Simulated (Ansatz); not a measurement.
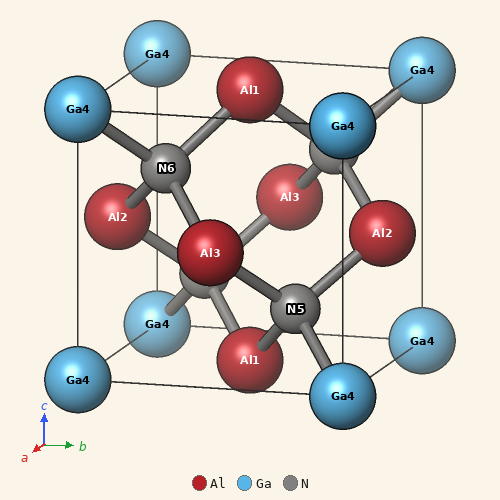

The system is Al3GaN4 (P-43m, No. 215; 8 atoms in the cell); the picture shows the reference structure. The energy is mapped over two homogeneous strains (x, y and z along the cube axes). Coordinates scanned: (1) equal engineering shear yz, xz and xy; (2) equal normal strain along x, y and z. Nothing is relaxed (fractional coordinates fixed). The scan uses a 7 × 7 grid. Points are written as (first, second). All energies are given in meV/atom relative to the lowest grid point. Method: DFT PBEsol, scalar-relativistic, plane waves, PAW in Ansatz 0.2.0. Settings: cutoff 520 eV, k-mesh 6×6×6, gaussian smearing 0.05 eV, no spin polarisation.

Its coordinates:

```xyz
8
Lattice="4.4071 0.0000 0.0000 0.0000 4.4071 0.0000 0.0000 0.0000 4.4071" Properties=species:S:1:pos:R:3 pbc="T T T"
Al    2.2036    2.2036    0.0000
Al    2.2036    0.0000    2.2036
Al    0.0000    2.2036    2.2036
Ga    0.0000    0.0000    0.0000
N     3.2820    3.2820    1.1251
N     3.2820    1.1251    3.2820
N     1.1251    3.2820    3.2820
N     1.1251    1.1251    1.1251
```

Range: equal engineering shear yz, xz and xy from −11.0 to 11.0 %; equal normal strain along x, y and z from −3 to 3 %.

> Predict the map.

The lowest grid point is at (0.0 %, 0 %). It is the only kind of minimum in the scanned range. The highest grid point, (−11.0 %, −3 %), lies 463 meV/atom above the lowest. Round the minimum the two coordinates are nearly uncoupled. The gap on the k-mesh is 3.3 eV at the lowest point and runs from 1.8 to 3.4 eV over the map.

| second ↓, first → | −11.0 | −7.3 | −3.7 | 0.0 | 3.7 | 7.3 | 11.0 |
| --- | --- | --- | --- | --- | --- | --- | --- |
| 3 | 282 | 146 | 72 | 49 | 70 | 129 | 223 |
| 2 | 279 | 129 | 48 | 22 | 45 | 110 | 214 |
| 1 | 287 | 123 | 33 | 6 | 31 | 102 | 216 |
| 0 | 309 | 128 | 30 | 0 | 27 | 105 | 230 |
| −1 | 344 | 146 | 39 | 6 | 36 | 121 | 258 |
| −2 | 395 | 179 | 61 | 25 | 58 | 151 | 300 |
| −3 | 463 | 226 | 98 | 59 | 94 | 196 | 358 |

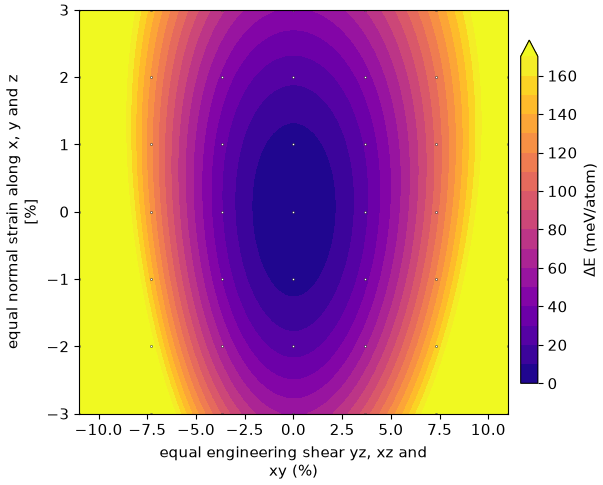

The picture shows filled contours, dots at the grid points, one colour for all values above the top of the scale. Between grid points the surface is interpolated.

Time for the 49 points that were run: 7.7 min on 2 threads of Arm Neoverse N1, with other jobs on the host.
